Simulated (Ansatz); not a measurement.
```xyz
35
Lattice="-3.9364 3.9364 -3.9364 7.8729 3.9364 0.0000 0.0000 -7.8729 -3.9364" Properties=species:S:1:pos:R:3 pbc="T T T"
Sr    0.0000    0.0000   -3.9364
Sr    0.0000    3.9364   -3.9364
Sr    0.0000   -3.9365   -3.9364
Sr    3.9364   -3.9364   -3.9364
Sr    3.9365    0.0000   -3.9364
Sr    3.9364    3.9365   -3.9364
Sr    0.0000    0.0000    0.0000
Ti    1.9682   -1.9682   -1.9682
Ti    1.9682    1.9682   -1.9682
Ti   -1.9682   -1.9683   -5.9047
Ti    1.9682   -1.9682   -5.9047
Ti    1.9683    1.9682   -5.9047
Ti    5.9046    1.9683   -1.9682
Ti   -1.9682    1.9682   -1.9682
O    -1.9682    0.0000   -5.9047
O     1.9682    0.0000   -1.9682
O    -1.9682   -3.9364   -5.9047
O     1.9682    3.9364   -1.9682
O     1.9683    0.0000   -5.9047
O     5.9046    0.0000   -1.9682
O     5.9047    3.9364   -1.9682
O    -1.9682    1.9682   -3.9364
O     1.9682   -5.9047   -3.9364
O    -1.9682   -1.9682   -3.9364
O     1.9682   -1.9683   -3.9364
O     1.9682    1.9683   -3.9364
O     1.9683    5.9047   -3.9364
O     5.9046   -1.9682   -3.9364
O     3.9364   -1.9682   -1.9682
O     3.9365    1.9682   -1.9682
O     0.0000   -1.9682   -5.9047
O     3.9364   -1.9682   -5.9047
O     3.9364    1.9682   -5.9047
O     0.0000   -1.9682   -1.9682
O     0.0000    1.9682   -1.9682
```

Space group Pm-3m; a structure from a database of computed crystals, not necessarily the ambient phase; computed without spin polarisation.

Theory: DFT PBE, scalar-relativistic, plane waves, PAW (Ansatz 0.2.0).

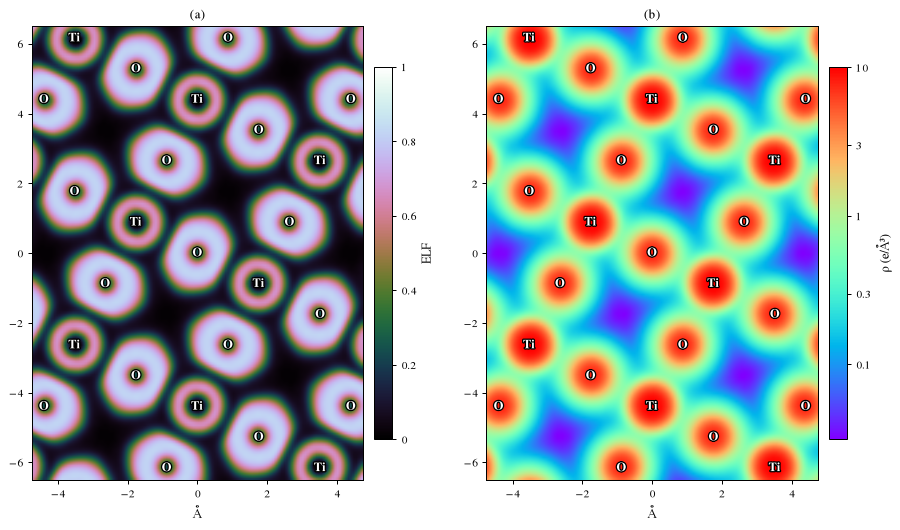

SrTiO3. (a) ELF; (b) valence charge density (pseudo) on the (101) plane of the calculation cell.

Question: Interpret the plot.

Answer:
- The plane passes through Ti and O nuclei.
- Ti–O (1.97 Å): ρ is about 0.68 e/Å³ halfway; the ELF peaks at about 0.80 in the valence shell of O, 0.6 Å from its nucleus, and is about 0.20 at the midpoint (no shared electron pair shows on this line).
- Between the atoms the lowest density in this plane is 0.03 e/Å³.
- The features right at Ti lie inside the PAW spheres, where the map follows smoothed inner orbitals and isn't to be read closely.
